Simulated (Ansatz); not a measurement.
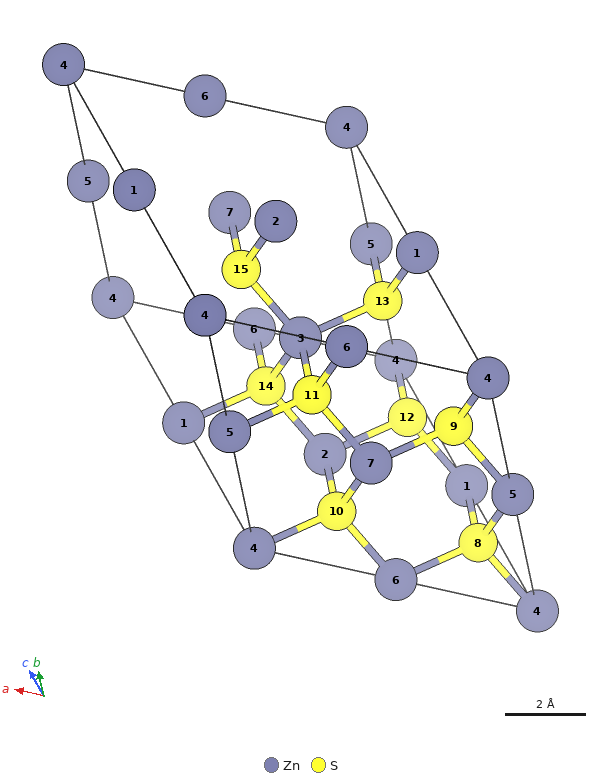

Figure 1. The starting structure (ball-and-stick view of the cell of the calculation, seen at an oblique angle; atoms are numbered from 1 in the order of the input). Near neighbours in the crystal (not all of them lie inside the picture): Zn has 4 S at 2.33 Å; S has 4 Zn at 2.33 Å; S has 3 Zn at 2.33 Å.

# Geometry relaxation, with input and output: Zn$_{7}$S$_{8}$ (charge −2) (part 1 of 2)

The run: geometry relaxation of Zn$_{7}$S$_{8}$ (defect cell, 15 atoms in the cell, total charge −2). Method and program: DFT r2SCAN, scalar-relativistic, plane waves, PAW, no spin polarisation (Ansatz 0.2.0).

The structure derives from a Materials Project entry. It belongs to a series of runs on one base structure; here: Zn on a Zn site beside a Zn vacancy, charge -2, atoms relaxed. Figures and captions count atoms from 1; the log counts them from 0 in places.

What the program printed
```
Engine: ansatz 0.2.0, x86_64-unknown-linux-gnu
Pseudopotentials: kind: paw
Pseudopotential: Zn, paw, valence charge 12, recommended cutoff 500 eV (meta_gga), Zn.paw.azcp
Pseudopotential: S, paw, valence charge 6, recommended cutoff 500 eV (meta_gga), S.paw.azcp
Functional definition: r2SCAN
  parameter k0 = 0.174
  parameter k1 = 0.065
  parameter a1 = 4.9479
  exchange = r2scan_x(k0 = k0, k1 = k1, a1 = a1)
  correlation = r2scan_c
Crystal: 15 atoms, lattice volume = 312.904 Å³
Basis set: ecut = 500 eV, 7823 PW (Γ), exchange–correlation on 180×180×180 points (27 copies of the dense FFT grid, shifted against one another)
Bands: 82, of which v1, the nominal top of the filled ones, is band 67 counted from 1 (66 counted from 0)
Symmetry: 24 space group operations
Space group: F-43m (ITA 216), of the structure as read, at distance tolerance 6.8e-5 Å
k-points: 3 of 8
Non-local potential: Zn, projectors of the file, l = 0: 2, l = 1: 2, l = 2: 3, l = 3: 1
Non-local potential: S, projectors of the file, l = 0: 2, l = 1: 2, l = 2: 2
PAW form: soft (Blöchl's): semilocal exchange-correlation on the pseudo side does not see the compensation charge
PAW frozen core: Zn, regenerated for the run's functional (the file was generated under x = pbe(κ = 0.804, μ = 0.2195149727645171), c = pbe(β = 0.06672455060314922))
PAW frozen core: S, regenerated for the run's functional (the file was generated under x = pbe(κ = 0.804, μ = 0.2195149727645171), c = pbe(β = 0.06672455060314922))
PAW one-centre angular grid: Zn, 590 points (default); XC on 261 of its mesh's 2673 points in the sphere
PAW one-centre angular grid: S, 302 points (default); XC on 160 Gauss nodes
Initial density: superposition of atomic densities (neutral atoms scaled as one to the charged cell's electrons: chi_scale 0, normalization atom), corrected by the library's trained network
Initial wavefunctions: pseudopotential atomic-orbital guess
Functional: x = r2scan, c = r2scan; τ floored in thin density (d = 2e-4 eV/Å³)
SCF iter   1: F=—  HF=-30529.519432 eV  |F-HF|=—  |Δ(HF+E_count)|=         —  Δρ=5.23e-2  dr2=8.40e0  dr2_τ=1.35e-1  ethr=1.77e-3  ⟨swp⟩=5.7  Hψ=1009  notcnv=0  defer=4
preconditioner: auto → Resta (q_TF=auto, 2.369 Å⁻¹)  ε∞=6.5  [insulator: Δε(μ)=2.440 eV  Ē_g=10.336 eV  σ=0.020 eV  W_gap=1.00  n_scr=64 (ndim 8)  ℏωp=24.3 eV  f_vac=0.028  D(μ)=0.00/eV (n_scr^D=0)  ε∞_Penn≈6.5]
SCF iter   2: F=—  HF=-30527.467169 eV  |F-HF|=—  |Δ(HF+E_count)|=    2.05e0  Δρ=1.17e-2  dr2=1.01e0  dr2_τ=1.94e-2  ethr=1.77e-3  ⟨swp⟩=3.0  Hψ=503  notcnv=0  defer=24
SCF iter   3: F=—  HF=-30527.075733 eV  |F-HF|=—  |Δ(HF+E_count)|=   3.91e-1  Δρ=8.45e-3  dr2=6.37e-1  dr2_τ=2.28e-3  ethr=7.51e-4  ⟨swp⟩=2.7  Hψ=492  notcnv=0  defer=24
SCF iter   4: F=—  HF=-30526.977443 eV  |F-HF|=—  |Δ(HF+E_count)|=   9.83e-2  Δρ=4.96e-3  dr2=1.11e-1  dr2_τ=3.39e-4  ethr=4.75e-4  ⟨swp⟩=3.0  Hψ=430  notcnv=0  defer=24
SCF iter   5: F=—  HF=-30526.968721 eV  |F-HF|=—  |Δ(HF+E_count)|=   8.72e-3  Δρ=1.07e-3  dr2=7.22e-3  dr2_τ=8.63e-5  ethr=8.25e-5  ⟨swp⟩=4.0  Hψ=511  notcnv=0  defer=24
SCF iter   6: F=—  HF=-30526.969718 eV  |F-HF|=—  |Δ(HF+E_count)|=   9.97e-4  Δρ=7.85e-4  dr2=1.54e-3  dr2_τ=3.68e-5  ethr=5.39e-6  ⟨swp⟩=2.0  Hψ=427  notcnv=0  defer=24
SCF iter   7: F=—  HF=-30526.969503 eV  |F-HF|=—  |Δ(HF+E_count)|=   2.15e-4  Δρ=1.62e-4  dr2=5.57e-5  dr2_τ=1.35e-6  ethr=1.15e-6  ⟨swp⟩=2.0  Hψ=384  notcnv=0  defer=24
SCF iter   8: F=—  HF=-30526.969500 eV  |F-HF|=—  |Δ(HF+E_count)|=   2.44e-6  Δρ=1.01e-4  dr2=2.14e-5  dr2_τ=2.87e-7  ethr=7.46e-9  ⟨swp⟩=22.7  Hψ=3315  notcnv=0
SCF iter   9: F=-30526.969488 eV  HF=-30526.969489 eV  |F-HF|=1.24e-6  |Δ(HF+E_count)|=   1.07e-5  Δρ=2.87e-5  dr2=2.36e-6  dr2_τ=4.26e-8  ethr=7.46e-9  ⟨swp⟩=12.3  Hψ=2441  notcnv=0
SCF 1 converged in 9 iterations: F = -30526.969488 eV  dr2 = 2.36e-6
  greatest PAW one-centre occupation: 0.984 electrons in one spin orbital (limit 2), on the Zn atom at site 6 (counted from 0), in its partial waves of l = 2
relax step   1: F+E_penalty+E_count = -30526.96948823 eV  Δ(F+E_penalty+E_count) = +0.000e0 eV  max|allowed force component| = 1.034e0 eV/Å  Δτ_max = 0.0000 Å  (9 SCF iters, dr2 threshold 1.00e-5 eV, accepted)
Initial density: handed on by an earlier stage of this run
Initial wavefunctions: those handed on with the density
iter 1 solved again at ethr=1.22e-4 eV; its pass at ethr=3.10e-3 eV (dr2=1.64e-1 eV) is discarded
SCF iter   1: F=—  HF=-30527.144524 eV  |F-HF|=—  |Δ(HF+E_count)|=         —  Δρ=4.96e-3  dr2=1.66e-1  dr2_τ=2.86e-1  ethr=1.22e-4  ⟨swp⟩=1.3  Hψ=841  notcnv=0  defer=18
preconditioner: auto → Resta (q_TF=auto, 2.369 Å⁻¹)  ε∞=5.7  [insulator: Δε(μ)=1.990 eV  Ē_g=11.248 eV  σ=0.020 eV  W_gap=1.00  n_scr=64 (ndim 8)  ℏωp=24.3 eV  f_vac=0.017  D(μ)=0.00/eV (n_scr^D=0)  ε∞_Penn≈5.7]
SCF iter   2: F=—  HF=-30527.314463 eV  |F-HF|=—  |Δ(HF+E_count)|=   1.70e-1  Δρ=2.77e-3  dr2=4.77e-2  dr2_τ=1.02e-3  ethr=1.22e-4  ⟨swp⟩=3.0  Hψ=462  notcnv=0  defer=18
SCF iter   3: F=—  HF=-30527.306853 eV  |F-HF|=—  |Δ(HF+E_count)|=   7.61e-3  Δρ=1.20e-3  dr2=1.23e-2  dr2_τ=1.55e-4  ethr=3.56e-5  ⟨swp⟩=2.0  Hψ=346  notcnv=0  defer=24
SCF iter   4: F=—  HF=-30527.305348 eV  |F-HF|=—  |Δ(HF+E_count)|=   1.50e-3  Δρ=1.11e-3  dr2=2.73e-3  dr2_τ=4.59e-5  ethr=9.19e-6  ⟨swp⟩=2.0  Hψ=424  notcnv=0  defer=24
SCF iter   5: F=—  HF=-30527.303979 eV  |F-HF|=—  |Δ(HF+E_count)|=   1.37e-3  Δρ=3.40e-4  dr2=4.30e-4  dr2_τ=4.88e-6  ethr=2.04e-6  ⟨swp⟩=2.0  Hψ=420  notcnv=0  defer=24
SCF iter   6: F=-30527.304013 eV  HF=-30527.304009 eV  |F-HF|=4.10e-6  |Δ(HF+E_count)|=   2.97e-5  Δρ=6.94e-5  dr2=2.23e-5  dr2_τ=1.10e-6  ethr=4.99e-8  ⟨swp⟩=14.7  Hψ=2315  notcnv=0
SCF 2 converged in 6 iterations: F = -30527.304013 eV  dr2 = 2.23e-5
  greatest PAW one-centre occupation: 0.984 electrons in one spin orbital (limit 2), on the Zn atom at site 3 (counted from 0), in its partial waves of l = 2
relax step   2: F+E_penalty+E_count = -30527.30401264 eV  Δ(F+E_penalty+E_count) = -3.345e-1 eV  max|allowed force component| = 5.138e-1 eV/Å  Δτ_max = 0.0799 Å  (6 SCF iters, dr2 threshold 6.68e-5 eV, accepted)
SCF iter   1: F=—  HF=-30527.092741 eV  |F-HF|=—  |Δ(HF+E_count)|=         —  Δρ=3.77e-3  dr2=7.71e-2  dr2_τ=2.46e-1  ethr=7.64e-4  ⟨swp⟩=4.0  Hψ=715  notcnv=0  defer=21
preconditioner: auto → Resta (q_TF=auto, 2.369 Å⁻¹)  ε∞=5.6  [insulator: Δε(μ)=2.389 eV  Ē_g=11.282 eV  σ=0.020 eV  W_gap=1.00  n_scr=64 (ndim 8)  ℏωp=24.3 eV  f_vac=0.022  D(μ)=0.00/eV (n_scr^D=0)  ε∞_Penn≈5.6]
SCF iter   2: F=—  HF=-30527.373313 eV  |F-HF|=—  |Δ(HF+E_count)|=   2.81e-1  Δρ=2.12e-3  dr2=2.62e-2  dr2_τ=5.55e-4  ethr=5.75e-5  ⟨swp⟩=3.0  Hψ=520  notcnv=0  defer=28
SCF iter   3: F=—  HF=-30527.370970 eV  |F-HF|=—  |Δ(HF+E_count)|=   2.34e-3  Δρ=9.28e-4  dr2=8.27e-3  dr2_τ=8.42e-5  ethr=1.95e-5  ⟨swp⟩=2.0  Hψ=265  notcnv=0  defer=28
SCF iter   4: F=—  HF=-30527.369935 eV  |F-HF|=—  |Δ(HF+E_count)|=   1.03e-3  Δρ=4.56e-4  dr2=5.16e-4  dr2_τ=1.28e-5  ethr=6.17e-6  ⟨swp⟩=2.3  Hψ=431  notcnv=0  defer=28
SCF iter   5: F=—  HF=-30527.369909 eV  |F-HF|=—  |Δ(HF+E_count)|=   2.58e-5  Δρ=3.01e-4  dr2=2.18e-4  dr2_τ=2.81e-6  ethr=3.85e-7  ⟨swp⟩=2.0  Hψ=420  notcnv=0  defer=28
SCF iter   6: F=—  HF=-30527.369855 eV  |F-HF|=—  |Δ(HF+E_count)|=   5.45e-5  Δρ=1.17e-4  dr2=4.94e-5  dr2_τ=8.38e-7  ethr=1.63e-7  ⟨swp⟩=2.0  Hψ=412  notcnv=0  defer=28
SCF iter   7: F=-30527.369850 eV  HF=-30527.369853 eV  |F-HF|=3.12e-6  |Δ(HF+E_count)|=   1.48e-6  Δρ=3.88e-5  dr2=6.91e-6  dr2_τ=7.35e-8  ethr=1.23e-8  ⟨swp⟩=17.0  Hψ=2594  notcnv=0
SCF 3 converged in 7 iterations: F = -30527.369850 eV  dr2 = 6.91e-6
  greatest PAW one-centre occupation: 0.984 electrons in one spin orbital (limit 2), on the Zn atom at site 1 (counted from 0), in its partial waves of l = 2
relax step   3: F+E_penalty+E_count = -30527.36985019 eV  Δ(F+E_penalty+E_count) = -6.584e-2 eV  max|allowed force component| = 1.912e-1 eV/Å  Δτ_max = 0.0713 Å  (7 SCF iters, dr2 threshold 1.65e-5 eV, accepted)
SCF iter   1: F=—  HF=-30527.372260 eV  |F-HF|=—  |Δ(HF+E_count)|=         —  Δρ=1.14e-3  dr2=3.84e-3  dr2_τ=2.16e-2  ethr=6.80e-5  ⟨swp⟩=3.7  Hψ=549  notcnv=0  defer=28
preconditioner: auto → Resta (q_TF=auto, 2.369 Å⁻¹)  ε∞=5.6  [insulator: Δε(μ)=2.448 eV  Ē_g=11.276 eV  σ=0.020 eV  W_gap=1.00  n_scr=64 (ndim 8)  ℏωp=24.3 eV  f_vac=0.018  D(μ)=0.00/eV (n_scr^D=0)  ε∞_Penn≈5.6]
SCF iter   2: F=—  HF=-30527.393064 eV  |F-HF|=—  |Δ(HF+E_count)|=   2.08e-2  Δρ=6.04e-4  dr2=1.33e-3  dr2_τ=2.71e-5  ethr=2.87e-6  ⟨swp⟩=2.3  Hψ=504  notcnv=0  defer=28
SCF iter   3: F=—  HF=-30527.393043 eV  |F-HF|=—  |Δ(HF+E_count)|=   2.05e-5  Δρ=2.82e-4  dr2=3.60e-4  dr2_τ=5.57e-6  ethr=9.94e-7  ⟨swp⟩=2.3  Hψ=323  notcnv=0  defer=28
SCF iter   4: F=—  HF=-30527.393078 eV  |F-HF|=—  |Δ(HF+E_count)|=   3.47e-5  Δρ=1.66e-4  dr2=6.53e-5  dr2_τ=9.43e-7  ethr=2.69e-7  ⟨swp⟩=2.0  Hψ=380  notcnv=0  defer=28
SCF iter   5: F=—  HF=-30527.393056 eV  |F-HF|=—  |Δ(HF+E_count)|=   2.17e-5  Δρ=5.10e-5  dr2=1.18e-5  dr2_τ=3.10e-7  ethr=4.87e-8  ⟨swp⟩=2.0  Hψ=394  notcnv=0  defer=28
SCF iter   6: F=-30527.393054 eV  HF=-30527.393054 eV  |F-HF|=4.57e-8  |Δ(HF+E_count)|=   2.09e-6  Δρ=1.59e-5  dr2=1.30e-6  dr2_τ=1.60e-8  ethr=3.78e-9  ⟨swp⟩=17.0  Hψ=2434  notcnv=0
SCF 4 converged in 6 iterations: F = -30527.393054 eV  dr2 = 1.30e-6
relax step   4: F+E_penalty+E_count = -30527.39305402 eV  Δ(F+E_penalty+E_count) = -2.320e-2 eV  max|allowed force component| = 2.879e-3 eV/Å  Δτ_max = 0.0248 Å  (6 SCF iters, dr2 threshold 5.07e-6 eV, accepted)
iter 1 solved again at ethr=9.69e-10 eV; its pass at ethr=3.10e-3 eV (dr2=1.30e-6 eV) is discarded
SCF iter   1: F=—  HF=-30527.393054 eV  |F-HF|=—  |Δ(HF+E_count)|=         —  Δρ=1.59e-5  dr2=1.30e-6  dr2_τ=1.60e-8  ethr=9.69e-10  ⟨swp⟩=1.0  Hψ=594  notcnv=0
preconditioner: auto → Resta (q_TF=auto, 2.369 Å⁻¹)  ε∞=5.7  [insulator: Δε(μ)=2.449 eV  Ē_g=11.266 eV  σ=0.020 eV  W_gap=1.00  n_scr=64 (ndim 8)  ℏωp=24.3 eV  f_vac=0.019  D(μ)=0.00/eV (n_scr^D=0)  ε∞_Penn≈5.7]
SCF iter   2: F=—  HF=-30527.393054 eV  |F-HF|=—  |Δ(HF+E_count)|=   1.46e-7  Δρ=1.04e-5  dr2=6.88e-7  dr2_τ=5.07e-9  ethr=9.69e-10  ⟨swp⟩=2.7  Hψ=390  notcnv=0
SCF iter   3: F=—  HF=-30527.393054 eV  |F-HF|=—  |Δ(HF+E_count)|=   2.32e-7  Δρ=1.00e-5  dr2=2.48e-7  dr2_τ=2.33e-9  ethr=5.14e-10  ⟨swp⟩=2.0  Hψ=395  notcnv=0
SCF iter   4: F=-30527.393054 eV  HF=-30527.393054 eV  |F-HF|=2.54e-9  |Δ(HF+E_count)|=   9.34e-8  Δρ=1.54e-6  dr2=8.69e-9  dr2_τ=2.33e-10  ethr=7.46e-11  ⟨swp⟩=7.7  Hψ=1790  notcnv=0
SCF 5 converged in 4 iterations: F = -30527.393054 eV  dr2 = 8.69e-9
  greatest PAW one-centre occupation: 0.984 electrons in one spin orbital (limit 2), on the Zn atom at site 0 (counted from 0), in its partial waves of l = 2
relax step   5: F+E_penalty+E_count = -30527.39305435 eV  Δ(F+E_penalty+E_count) = -3.276e-7 eV  max|allowed force component| = 2.957e-3 eV/Å  Δτ_max = 0.0000 Å  (4 SCF iters, accepted)
iter 1 solved again at ethr=6.57e-12 eV; its pass at ethr=3.10e-3 eV (dr2=8.80e-9 eV) is discarded
SCF iter   1: F=—  HF=-30527.393054 eV  |F-HF|=—  |Δ(HF+E_count)|=         —  Δρ=1.54e-6  dr2=8.68e-9  dr2_τ=2.34e-10  ethr=6.57e-12  ⟨swp⟩=1.0  Hψ=693  notcnv=0
preconditioner: auto → Resta (q_TF=auto, 2.369 Å⁻¹)  ε∞=5.7  [insulator: Δε(μ)=2.448 eV  Ē_g=11.266 eV  σ=0.020 eV  W_gap=1.00  n_scr=64 (ndim 8)  ℏωp=24.3 eV  f_vac=0.019  D(μ)=0.00/eV (n_scr^D=0)  ε∞_Penn≈5.7]
SCF iter   2: F=-30527.393054 eV  HF=-30527.393054 eV  |F-HF|=1.10e-9  |Δ(HF+E_count)|=  1.78e-10  Δρ=8.99e-7  dr2=4.02e-9  dr2_τ=3.19e-11  ethr=6.48e-12  ⟨swp⟩=7.0  Hψ=1373  notcnv=0
SCF 6 converged in 2 iterations: F = -30527.393054 eV  dr2 = 4.02e-9
```

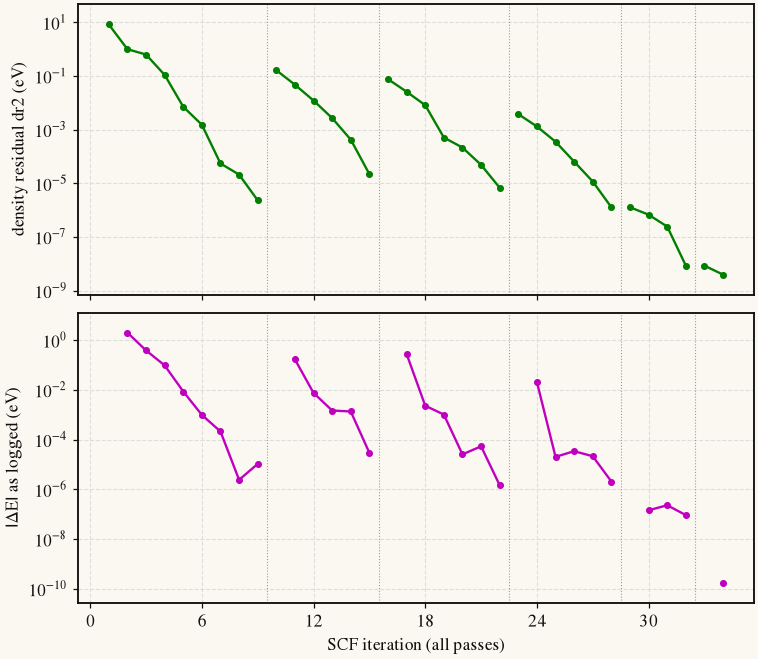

Figure 2. Convergence of the self-consistent field: density residual dr2 and size of the energy change against the SCF iteration. Dotted lines part the SCF passes that the log prints in full.

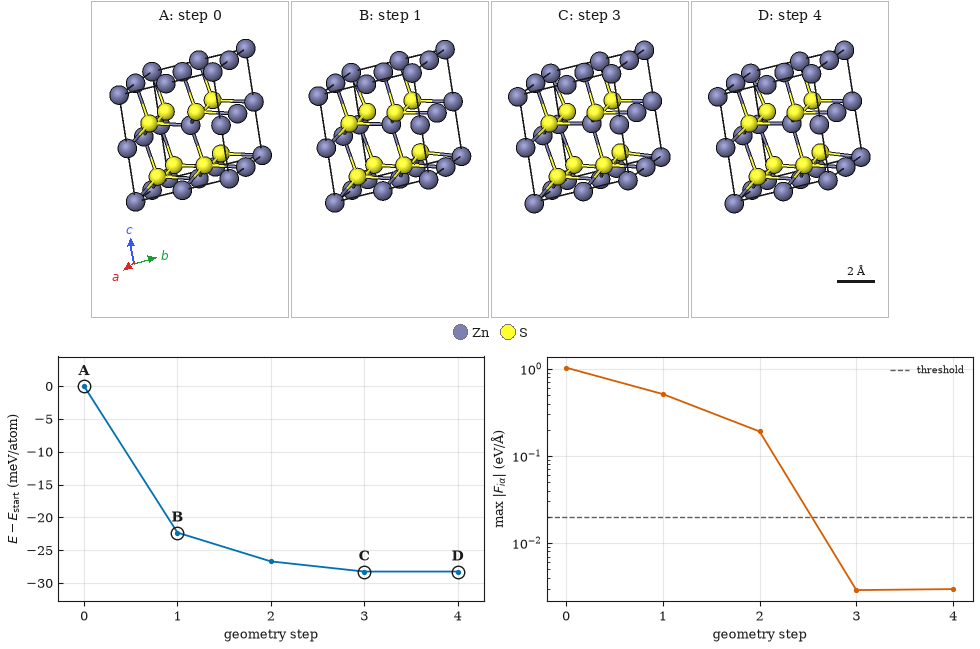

Figure 3. Frames of the relaxation (ball-and-stick view of the cell of the calculation, seen slightly off an axis) above the curves, on which the letters mark them (the first geometry is step 0 here and step 1 in the log).

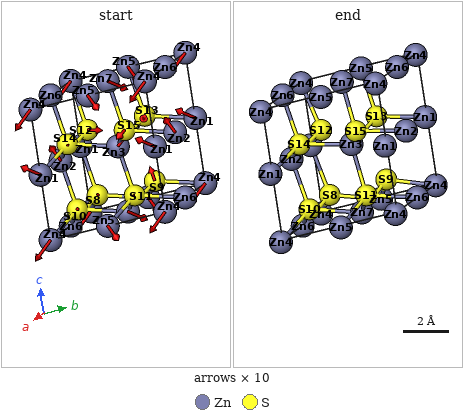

Figure 4. Before (left) and after (right) the relaxation, at one scale (ball-and-stick view of the cell of the calculation, seen slightly off an axis). The red arrows give the displacements, magnified 10 times. The largest moves, 0.13 Å, are those of Zn1, Zn2, Zn3, Zn4, Zn5 and Zn7. By element the largest moves are Zn 0.13 Å, S 0.07 Å. The cell stays as it was. Distances before and after: Zn1–S14 2.333 → 2.405 Å, Zn1–S12 2.333 → 2.292 Å, Zn6–S10 2.333 → 2.346 Å. Among the angles that change: S9–Zn5–S13 109.5° → 118.1°, S8–Zn5–S11 109.5° → 104.0°, Zn1–S13–Zn3 109.5° → 104.8°. The energy falls by 28.2 meV per atom in 4 geometry steps. Largest force component: 1 eV/Å at the start, 0.003 eV/Å at the end. (Atoms are counted from 1 in the order of the input.)

```
SCF converged after 2 iterations
Free energy (F): -30527.393054 eV
Harris-Foulkes:  -30527.393054 eV  (|F-HF|=1.10e-9)
Internal energy: -30527.393054 eV  (E = F + TS)
E sigma→0 (E₀):  -30527.393054 eV
Fermi energy:    6.418987 eV
--- Per-component energies (eV) ---
  E_band       = -97.262085
  E_kinetic    = 1789.488602
  E_local      = -15214.729971  (includes V_loc(G=0)·N_el)
  E_nonlocal   = 4560.392641
  E_hartree    = 6392.665494
  E_xc         = -1618.895343
  E_vxc        = -1155.772249  (∫ρ·V_xc dr)
  E_paw        = -17830.645445  (= ΣΔE_a)
  E_vpaw       = -2919.343417  (= ΣTr[D̂ρ^β])
  E_aug_tail   = -0.000363  (compensation charges beyond the density's cutoff)
  E_vtau       = 57.373439  (kinetic-family band-sum trace: ∫τ·v_τ [+ j·A + Jᵃ·Aᵃ] dr)
  E_ewald      = -8603.512204
  E_core_change = -2.156465  (= ΣΔE_core)
  E_smearing   = -0.000000  (= −TS)
  E_closure    = 0.000000  (closes the sum)
  E_deformation_potential = -22.378148  (in the stress; not in F)
  Σ components = -30527.393054   (vs F -30527.393054, Δ=0.00e0)
--- Forces (eV/Å), atoms counted from 1 ---
  atom   1  Zn     0.00000000     0.00000000    -0.00096856
  atom   2  Zn     0.00000000    -0.00096856     0.00000000
  atom   3  Zn     0.00096856     0.00000000    -0.00000000
  atom   4  Zn    -0.00096856     0.00000000     0.00000000
  atom   5  Zn     0.00000000     0.00096856    -0.00000000
  atom   6  Zn     0.00000000     0.00000000     0.00000000
  atom   7  Zn     0.00000000     0.00000000     0.00096856
  atom   8  S     -0.00277621     0.00277621    -0.00277621
  atom   9  S      0.00295857    -0.00295857    -0.00295857
  atom  10  S     -0.00277621    -0.00277621     0.00277621
  atom  11  S      0.00277621     0.00277621     0.00277621
  atom  12  S      0.00295857     0.00295857     0.00295857
  atom  13  S     -0.00295857    -0.00295857     0.00295857
  atom  14  S      0.00277621    -0.00277621    -0.00277621
  atom  15  S     -0.00295857     0.00295857    -0.00295857
  max |Σ_I F_I| component: 8.93e-17 eV/Å
--- Band table (eV) ---
```
